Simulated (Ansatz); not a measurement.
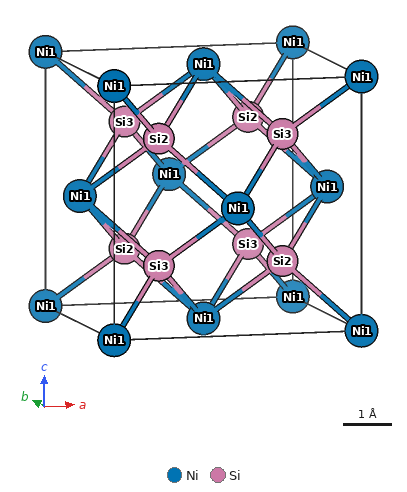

Figure 1. The structure as given in the input (ball-and-stick view of the cell 4 times as large as that of the calculation, set on its symmetry axes, seen slightly off an axis; atoms are numbered from 1 in the order of the input). An atom can appear more than once, as a periodic image.

## NiSi2: a changed input and its effect

System: NiSi2 (Fm-3m, 3 atoms in the cell).
Method of the first run: Kohn-Sham DFT of a periodic cell, PBE, Ansatz PAW, spin-polarised (Ansatz 0.2.0).

The structure derives from an entry of the Crystallography Open Database. Text and figures count atoms from 1; the logs count them from 0 in places.

The input, the first run:
```yaml
crystal:
  lattice:
    - [0.0, 2.703, 2.703]
    - [2.703, 0.0, 2.703]
    - [2.703, 2.703, 0.0]
  atoms:
    - { symbol: Ni, position: [0.0, 0.0, 0.0], spin: 0.5 }
    - { symbol: Si, position: [0.75, 0.75, 0.75] }
    - { symbol: Si, position: [0.25, 0.25, 0.25] }
hamiltonian:
  xc: pbe
  pseudopotentials: { kind: paw }
magnetization:
  spin_polarized: true
  initial_magnetization: 0.5
  spin_locking: { lock_magnetization: hard }
kpoints:
  mp_grid: { grid: [7, 7, 7] }
scf:
  occupations: { method: fermi_dirac, width: 0.05 }
  lower_state_search: "off"
output:
  forces: true
  stress: true
  eigenvalues: true
```

Command:
```bash
ansatz run input.yaml --threads 2 --pin off --max-ram 5632MiB --backend cpu --events-out ev --progress --plain --runs-dir out
```

Hardware: 2 threads of Arm Neoverse V1, 24 GiB of memory available, shared host.

Output, shortened to warnings, some set-up lines, iterations and results (the first run):
```
Warning: output.stress: scf.convergence.dr2_threshold = 1e-7 eV (the SCF's general default) is looser than the 3e-10 eV advised for a printed stress (1e-10 eV for each atom of the cell: 3). What an SCF threshold leaves in a stress goes as its square root, and in the free energy as the threshold itself, and one threshold admits the most on a small cell: of the crystals measured, under no hybrid …
Basis set: ecut = 420 eV, 749 PW (Γ), exchange–correlation on 54×54×54 points (8 copies of the dense FFT grid, shifted against one another)
Symmetry: 48 space group operations
k-points: 20 of 343
Initial density: superposition of atomic densities (chi_scale 0.1, normalization cell)
[...]
SCF iter   1: F=—  HF=-7113.087953 eV  |F-HF|=—  |Δ(HF+E_count)|=         —  Δρ=6.50e-2 (↑3.35e-2 ↓6.50e-2)  dr2=4.38e0  dr2_m=1.06e-1  M=0.500 μB ∫|m|=0.500 μB  β_m=0.30  …
SCF iter   2: F=—  HF=-7113.211609 eV  |F-HF|=—  |Δ(HF+E_count)|=   1.24e-1  Δρ=9.69e-2 (↑9.69e-2 ↓8.48e-2)  dr2=8.21e0  dr2_m=1.56e-2  M=0.500 μB ∫|m|=0.500 μB  β_m=0.19  …
SCF iter   3: F=—  HF=-7112.425461 eV  |F-HF|=—  |Δ(HF+E_count)|=   7.86e-1  Δρ=2.18e-2 (↑2.18e-2 ↓1.78e-2)  dr2=4.68e-1  dr2_m=2.66e-2  M=0.500 μB ∫|m|=0.500 μB  β_m=0.24  …
SCF iter   4: F=—  HF=-7112.299786 eV  |F-HF|=—  |Δ(HF+E_count)|=   1.26e-1  Δρ=1.99e-2 (↑1.99e-2 ↓1.44e-2)  dr2=3.11e-1  dr2_m=3.77e-3  M=0.500 μB ∫|m|=0.500 μB  β_m=0.33  …
SCF iter   5: F=—  HF=-7112.269016 eV  |F-HF|=—  |Δ(HF+E_count)|=   3.08e-2  Δρ=6.49e-3 (↑6.49e-3 ↓4.93e-3)  dr2=5.38e-2  dr2_m=3.16e-4  M=0.500 μB ∫|m|=0.500 μB  β_m=0.63  …
SCF iter   6: F=—  HF=-7112.264152 eV  |F-HF|=—  |Δ(HF+E_count)|=   4.86e-3  Δρ=3.45e-3 (↑3.05e-3 ↓3.45e-3)  dr2=1.23e-2  dr2_m=1.65e-5  M=0.500 μB ∫|m|=0.500 μB  β_m=0.81  …
SCF iter   7: F=—  HF=-7112.264008 eV  |F-HF|=—  |Δ(HF+E_count)|=   1.44e-4  Δρ=2.30e-3 (↑2.17e-3 ↓2.30e-3)  dr2=5.62e-3  dr2_m=1.78e-6  M=0.500 μB ∫|m|=0.500 μB  β_m=0.91  …
SCF iter   8: F=—  HF=-7112.263613 eV  |F-HF|=—  |Δ(HF+E_count)|=   3.95e-4  Δρ=1.98e-4 (↑1.98e-4 ↓1.11e-4)  dr2=4.35e-5  dr2_m=1.35e-6  M=0.500 μB ∫|m|=0.500 μB  β_m=0.95  …
SCF iter   9: F=—  HF=-7112.263625 eV  |F-HF|=—  |Δ(HF+E_count)|=   1.16e-5  Δρ=1.60e-4 (↑1.60e-4 ↓8.35e-5)  dr2=1.93e-5  dr2_m=5.41e-7  M=0.500 μB ∫|m|=0.500 μB  β_m=0.98  …
SCF iter  10: F=—  HF=-7112.263623 eV  |F-HF|=—  |Δ(HF+E_count)|=   1.68e-6  Δρ=4.50e-5 (↑4.50e-5 ↓2.20e-5)  dr2=1.45e-6  dr2_m=5.07e-8  M=0.500 μB ∫|m|=0.500 μB  β_m=0.99  …
SCF iter  11: F=-7112.263623 eV  HF=-7112.263623 eV  |F-HF|=1.59e-8  |Δ(HF+E_count)|=   1.10e-7  Δρ=5.39e-6 (↑2.71e-6 ↓5.39e-6)  dr2=2.02e-8  dr2_m=7.77e-10  M=0.500 μB …
SCF iter  12: F=-7112.263623 eV  HF=-7112.263623 eV  |F-HF|=1.46e-10  |Δ(HF+E_count)|=   1.31e-9  Δρ=5.60e-7 (↑3.09e-7 ↓5.60e-7)  dr2=2.27e-10  dr2_m=8.88e-12  M=0.500 μB …
SCF 1 converged in 12 iterations: F = -7112.263623 eV  dr2 = 2.27e-10
SCF converged after 12 iterations
Stability checked in part: among states of this total moment the steps that led to this state did not find it unstable. No probe was made; neither looks for a lower state of another moment (fixed_total_moment; see scf.lower_state_search)
Magnetization: 0.5000 μB (13.2500 up, 12.7500 down)
Absolute magnetization: 0.5000 μB (∫|ρ↑−ρ↓|, with the PAW one-centre terms)
Spin contamination: 0.0006 ħ² per cell (⟨S²⟩ above its minimum at these occupations)
Per-site moments (μB) at R_I (Å): [(0.24602242450039918, 0.9656074999021016), (0.0692783486905616, 0.9656074999021016), (0.06927834869056158, 0.9656074999021018)]
Free energy (F): -7112.263623 eV
Harris-Foulkes:  -7112.263623 eV  (|F-HF|=1.46e-10)
Internal energy: -7112.253500 eV  (E = F + TS)
E sigma→0 (E₀):  -7112.258562 eV
Entropy (-TS):   -0.010122 eV (-3.374 meV/atom)
Fermi energy:    13.189250 (↑ 13.713046, ↓ 12.665454) eV
--- Per-component energies (eV) ---
  E_band       = -344.013946
  E_kinetic    = 370.750516
  E_local      = -4906.404793  (includes V_loc(G=0)·N_el)
  E_nonlocal   = 680.199144
  E_hartree    = 2122.081109
  E_xc         = -199.416557
  E_vxc        = -208.664987  (∫ρ·V_xc dr)
  E_paw        = -2651.614565  (= ΣΔE_a)
  E_vpaw       = -524.057886  (= ΣTr[D̂ρ^β])
  E_aug_tail   = 0.000498  (compensation charges beyond the density's cutoff)
  E_ewald      = -2527.848854
  E_smearing   = -0.010122  (= −TS)
  E_closure    = 0.000000  (closes the sum)
  Σ components = -7112.263623   (vs F -7112.263623, Δ=0.00e0)
--- Forces (eV/Å), atoms counted from 1 ---
  atom   1  Ni    -0.00000000     0.00000000     0.00000000
  atom   2  Si    -0.00000000     0.00000000    -0.00000000
  atom   3  Si    -0.00000000     0.00000000     0.00000000
  max |Σ_I F_I| component: 1.30e-16 eV/Å
--- Stress (GPa, compression-positive) ---
        4.532807      -0.000000       0.000000
        0.000000       4.532807       0.000000
       -0.000000       0.000000       4.532807
  P = ⅓ Tr σ = 4.5328 GPa (45.328 kbar)
```

The input of the second run differs as follows (lines with − go, lines with + come):
```diff
-    - { symbol: Ni, position: [0.0, 0.0, 0.0], spin: 0.5 }
+    - { symbol: Ni, position: [0.0, 0.0, 0.0], spin: 0.2 }
-  initial_magnetization: 0.5
+  initial_magnetization: 0.2
```

Predict how the results change.

The total moment is fixed by the input in the first run and the second run, so the state need not be the lowest. With the same functional and potentials, the second run lies 40.2 meV per atom lower. The net moment of the cell goes from 0.50 to 0.20 μB. The pressure goes from 4.53 to 3.12 GPa. The SCF takes 13 iterations against 12.

Output, shortened to warnings, some set-up lines, iterations and results (the second run):
```
Warning: output.stress: scf.convergence.dr2_threshold = 1e-7 eV (the SCF's general default) is looser than the 3e-10 eV advised for a printed stress (1e-10 eV for each atom of the cell: 3). What an SCF threshold leaves in a stress goes as its square root, and in the free energy as the threshold itself, and one threshold admits the most on a small cell: of the crystals measured, under no hybrid …
Basis set: ecut = 420 eV, 749 PW (Γ), exchange–correlation on 54×54×54 points (8 copies of the dense FFT grid, shifted against one another)
Symmetry: 48 space group operations
k-points: 20 of 343
Initial density: superposition of atomic densities (chi_scale 0.1, normalization cell)
[...]
SCF iter   1: F=—  HF=-7113.245229 eV  |F-HF|=—  |Δ(HF+E_count)|=         —  Δρ=5.45e-2 (↑4.32e-2 ↓5.45e-2)  dr2=4.44e0  dr2_m=1.30e-2  M=0.200 μB ∫|m|=0.200 μB  β_m=0.30  …
SCF iter   2: F=—  HF=-7113.366108 eV  |F-HF|=—  |Δ(HF+E_count)|=   1.21e-1  Δρ=9.40e-2 (↑9.40e-2 ↓9.02e-2)  dr2=8.43e0  dr2_m=1.94e-3  M=0.200 μB ∫|m|=0.200 μB  β_m=0.18  …
SCF iter   3: F=—  HF=-7112.565624 eV  |F-HF|=—  |Δ(HF+E_count)|=   8.00e-1  Δρ=2.03e-2 (↑2.03e-2 ↓2.01e-2)  dr2=5.11e-1  dr2_m=1.46e-3  M=0.200 μB ∫|m|=0.201 μB  β_m=0.11  …
SCF iter   4: F=—  HF=-7112.457602 eV  |F-HF|=—  |Δ(HF+E_count)|=   1.08e-1  Δρ=1.69e-2 (↑1.69e-2 ↓1.63e-2)  dr2=2.89e-1  dr2_m=5.38e-4  M=0.200 μB ∫|m|=0.204 μB  β_m=0.27  …
SCF iter   5: F=—  HF=-7112.386940 eV  |F-HF|=—  |Δ(HF+E_count)|=   7.07e-2  Δρ=4.26e-3 (↑4.26e-3 ↓3.48e-3)  dr2=2.68e-2  dr2_m=1.45e-4  M=0.200 μB ∫|m|=0.209 μB  β_m=0.55  …
SCF iter   6: F=—  HF=-7112.383272 eV  |F-HF|=—  |Δ(HF+E_count)|=   3.67e-3  Δρ=1.64e-3 (↑1.26e-3 ↓1.64e-3)  dr2=2.84e-3  dr2_m=2.85e-5  M=0.200 μB ∫|m|=0.207 μB  β_m=0.74  …
SCF iter   7: F=—  HF=-7112.384174 eV  |F-HF|=—  |Δ(HF+E_count)|=   9.02e-4  Δρ=1.55e-3 (↑1.28e-3 ↓1.55e-3)  dr2=2.15e-3  dr2_m=7.65e-6  M=0.200 μB ∫|m|=0.206 μB  β_m=0.87  …
SCF iter   8: F=—  HF=-7112.384357 eV  |F-HF|=—  |Δ(HF+E_count)|=   1.83e-4  Δρ=4.54e-4 (↑2.99e-4 ↓4.54e-4)  dr2=1.54e-4  dr2_m=2.44e-6  M=0.200 μB ∫|m|=0.206 μB  β_m=0.94  …
SCF iter   9: F=—  HF=-7112.384365 eV  |F-HF|=—  |Δ(HF+E_count)|=   7.88e-6  Δρ=1.70e-4 (↑1.70e-4 ↓1.20e-4)  dr2=3.17e-5  dr2_m=2.36e-7  M=0.200 μB ∫|m|=0.206 μB  β_m=0.92  …
SCF iter  10: F=—  HF=-7112.384360 eV  |F-HF|=—  |Δ(HF+E_count)|=   5.04e-6  Δρ=9.63e-5 (↑9.63e-5 ↓5.55e-5)  dr2=8.20e-6  dr2_m=1.61e-7  M=0.200 μB ∫|m|=0.206 μB  β_m=0.96  …
SCF iter  11: F=-7112.384360 eV  HF=-7112.384360 eV  |F-HF|=1.54e-8  |Δ(HF+E_count)|=   7.49e-7  Δρ=1.28e-5 (↑3.59e-6 ↓1.28e-5)  dr2=1.81e-8  dr2_m=2.27e-8  M=0.200 μB …
SCF iter  12: F=-7112.384360 eV  HF=-7112.384360 eV  |F-HF|=7.44e-10  |Δ(HF+E_count)|=   2.59e-9  Δρ=2.76e-6 (↑7.48e-7 ↓2.76e-6)  dr2=1.01e-9  dr2_m=1.05e-9  M=0.200 μB …
SCF iter  13: F=-7112.384360 eV  HF=-7112.384360 eV  |F-HF|=1.09e-11  |Δ(HF+E_count)|=  1.73e-10  Δρ=1.88e-7 (↑1.67e-7 ↓1.88e-7)  dr2=5.16e-12  dr2_m=9.80e-12  M=0.200 μB …
SCF 1 converged in 13 iterations: F = -7112.384360 eV  dr2 = 5.16e-12
SCF converged after 13 iterations
Stability checked in part: among states of this total moment the steps that led to this state did not find it unstable. No probe was made; neither looks for a lower state of another moment (fixed_total_moment; see scf.lower_state_search)
Magnetization: 0.2000 μB (13.1000 up, 12.9000 down)
Absolute magnetization: 0.2063 μB (∫|ρ↑−ρ↓|, with the PAW one-centre terms)
Spin contamination: 0.0003 ħ² per cell (⟨S²⟩ above its minimum at these occupations)
Per-site moments (μB) at R_I (Å): [(0.12136834233692687, 0.9656074999021016), (0.025068757320239967, 0.9656074999021016), (0.02506875732024, 0.9656074999021018)]
Free energy (F): -7112.384360 eV
Harris-Foulkes:  -7112.384360 eV  (|F-HF|=1.09e-11)
Internal energy: -7112.375567 eV  (E = F + TS)
E sigma→0 (E₀):  -7112.379963 eV
Entropy (-TS):   -0.008792 eV (-2.931 meV/atom)
Fermi energy:    13.257140 (↑ 13.552765, ↓ 12.961516) eV
--- Per-component energies (eV) ---
  E_band       = -344.342653
  E_kinetic    = 370.643898
  E_local      = -4905.459488  (includes V_loc(G=0)·N_el)
  E_nonlocal   = 679.344909
  E_hartree    = 2121.572558
  E_xc         = -199.404870
  E_vxc        = -208.672500  (∫ρ·V_xc dr)
  E_paw        = -2651.224219  (= ΣΔE_a)
  E_vpaw       = -523.345021  (= ΣTr[D̂ρ^β])
  E_aug_tail   = 0.000497  (compensation charges beyond the density's cutoff)
  E_ewald      = -2527.848854
  E_smearing   = -0.008792  (= −TS)
  E_closure    = -0.000000  (closes the sum)
  Σ components = -7112.384360   (vs F -7112.384360, Δ=0.00e0)
--- Forces (eV/Å), atoms counted from 1 ---
  atom   1  Ni    -0.00000000     0.00000000     0.00000000
  atom   2  Si    -0.00000000    -0.00000000     0.00000000
  atom   3  Si    -0.00000000    -0.00000000     0.00000000
  max |Σ_I F_I| component: 1.39e-16 eV/Å
--- Stress (GPa, compression-positive) ---
        3.115885      -0.000000       0.000000
       -0.000000       3.115885       0.000000
       -0.000000       0.000000       3.115885
  P = ⅓ Tr σ = 3.1159 GPa (31.159 kbar)
```

The two runs side by side:

| quantity | the first run | the second run |
| --- | --- | --- |
| outcome | converged | converged |
| free energy per atom (eV) | −2370.7545 | −2370.7948 |
| energy per atom, smearing taken to zero (eV) | −2370.7529 | −2370.7933 |
| net moment of the cell (μB) | 0.50 | 0.20 |
| absolute moment of the cell (μB) | 0.50 | 0.21 |
| pressure (GPa) | 4.53 | 3.12 |
| largest force (eV/Å) | 0.000 | 0.000 |
| SCF iterations | 12 | 13 |
| irreducible k-points | 20 | 20 |
| plane waves at Γ | 749 | 749 |
| wall time (shared host) | 1.6 s | 1.7 s |

For both runs: Warnings: the SCF threshold is looser than advised for the printed stress.
